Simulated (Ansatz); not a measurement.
Crystal: Rb, the input geometry of an electronic-structure calculation (not necessarily at equilibrium).

```
Rb
1.0
     7.27977    0.00000    0.00000
     0.00000    7.27977    0.00000
     0.00000    0.00000    7.27977
Rb
4
Direct
  0.00000 0.00000 0.00000
  0.00000 0.50000 0.50000
  0.50000 0.00000 0.50000
  0.50000 0.50000 0.00000
```

### What does its first Brillouin zone look like, and which path through it is standard?

It has a face-centred cubic lattice (cF; extended symbol cF2). The zone is a truncated octahedron in its combinatorial type: 14 faces (6 with 4 edges, 8 with 6 edges), 36 edges, 24 vertices. Path: Γ–X–U | K–Γ–L–W–X.

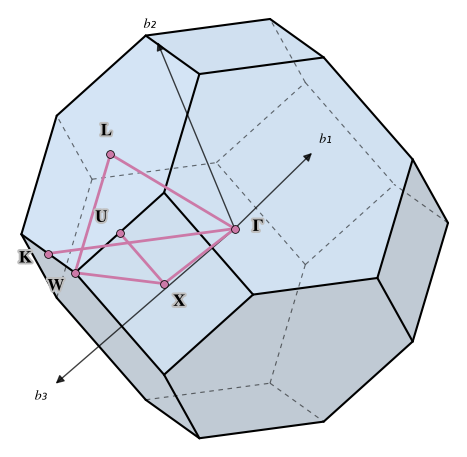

Labels and path follow the convention of Hinuma et al. (2017), as computed by seekpath; the arrows show the directions of the reciprocal primitive vectors b₁, b₂, b₃, in which coordinates are given; lengths include the factor 2π.

| point | k₁ | k₂ | k₃ | length of k (1/Å) |
| --- | --- | --- | --- | --- |
| Γ | 0 | 0 | 0 | 0.000 |
| X | 1/2 | 0 | 1/2 | 0.863 |
| L | 1/2 | 1/2 | 1/2 | 0.747 |
| W | 1/2 | 1/4 | 3/4 | 0.965 |
| K | 3/8 | 3/8 | 3/4 | 0.915 |
| U | 5/8 | 1/4 | 5/8 | 0.915 |
